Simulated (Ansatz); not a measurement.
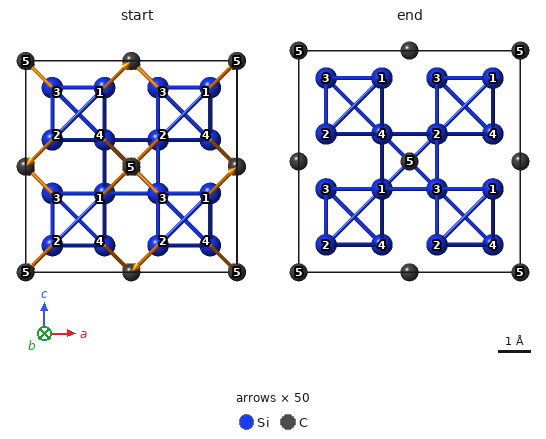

The structure of crystalline Si₄C (a generated structure, set up in F-43m) (coarse preliminary run) before (left) and after (right) a relaxation, at one scale. The orange arrows give the displacements (the part carried along by the change of the cell is left out), magnified 50 times.

The picture is a ball-and-stick view of the conventional cell (4 times the calculation's cell), seen along the b axis. Lengths and directions refer to the drawn axes.

Method: DFT PBE, scalar-relativistic, plane waves, PAW in Ansatz. Set-up: plane-wave cutoff 420 eV; k-point mesh 4 × 4 × 4; occupations gaussian; smearing width 0.1 eV; no spin polarisation; cell and atoms relaxed; force threshold 0.04 eV/Å; at most 70 steps.

Question: What changed between the two?

Answer: The largest moves relative to the cell, 0.028 Å, are those of Si1, Si2, Si3 and Si4. Si1 goes along [1 −1 1]. C stays in place. The volume changes by +15.4 %, with a = b = c 6.613 → 6.936 Å (+4.9 %). Among the contacts that change: Si1–Si2 2.309 → 2.467 Å, Si1–Si2 (another image) 2.367 → 2.437 Å. The space group stays F-43m (No. 216). Over 3 accepted moves (4 points after the start) the energy falls by 116 meV per atom. The largest force component goes from 0.83 to 0.0049 eV/Å. The pressure goes from 16.65 to 0.11 GPa. The SCF was repeated once at an unchanged geometry on a basis and grid sized afresh for the cell, which shifted the energy by 2.0 meV per atom at most. The run took 11 s on 1 thread of AMD EPYC (Zen 3) (shared host), peak memory 0.34 GiB.
